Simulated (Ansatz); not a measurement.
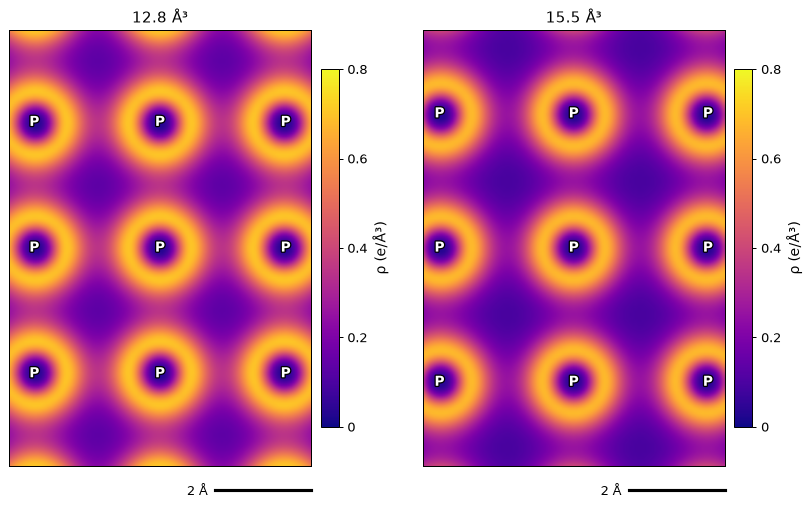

P. The valence charge density (pseudo) of cells scaled evenly to different volumes (given per atom above each panel), on the (101) plane of each (indices in the axes of the cell below), at one length scale and on one colour scale.

A generated structure, not necessarily the stable one; computed without spin polarisation.

Theory: Ansatz, DFT, LDA (PW92), plane waves (420 eV) with PAW, scalar-relativistic.

The largest cell:

```cif
data_structure
_symmetry_space_group_name_H-M 'P 1'
_symmetry_Int_Tables_number 1
_cell_length_a 2.8002
_cell_length_b 2.8002
_cell_length_c 2.8002
_cell_angle_alpha 60.000
_cell_angle_beta 60.000
_cell_angle_gamma 60.000
_cell_volume 15.53
loop_
_atom_site_label
_atom_site_type_symbol
_atom_site_fract_x
_atom_site_fract_y
_atom_site_fract_z
_atom_site_occupancy
P1 P 0.00000 0.00000 0.00000 1
```

| volume (Å³/atom) | P–P contact in the plane (Å) | ρ at its midpoint (e/Å³) | pressure (GPa) | 
| --- | --- | --- | --- |
| 12.75 | 2.622 | 0.348 | 11.0 | 
| 13.31 | 2.660 | ? | ? | 
| 15.53 | 2.800 | 0.258 | −9.4 | 

**Estimate the missing row, and compare with the calculation.**

Over the known rows ln ρ falls by 1.68 per Å of P–P distance (the line through the two), which gives 0.326 e/Å³ at 2.660 Å; the calculation gives 0.327 e/Å³. For the pressure, a straight line in volume between the neighbouring rows gives 6.9 GPa; the calculation gives 5.4, lower because pressure rises ever faster on compression.
